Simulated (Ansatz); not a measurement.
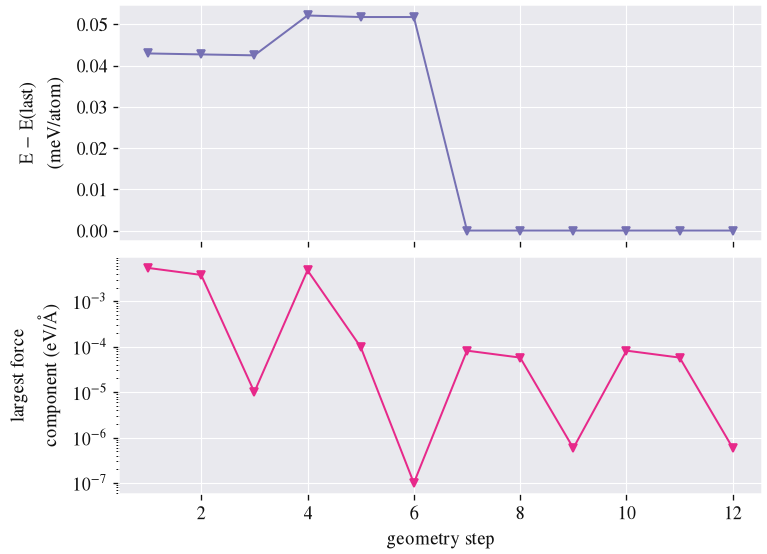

History of a geometry optimisation. Only the atoms move.

The run: MgB2 (P6/mmm, 3 atoms in the cell), by DFT PBEsol, scalar-relativistic, plane waves, PAW in Ansatz 0.2.0; cutoff 420 eV, 12×12×10 k-mesh, Gaussian smearing of 0.05 eV.

How did it end, and what did it gain?

Answer. The optimisation met its thresholds at geometry 12, counting the start as the first. The energy fell by about 0.043 meV/atom from the first step to the last. The largest force component goes from about 5 × 10⁻³ eV/Å at the start to 6 × 10⁻⁷ eV/Å at the end.

By which step was nine tenths of the energy gained?

Answer. By step 7 of 12.
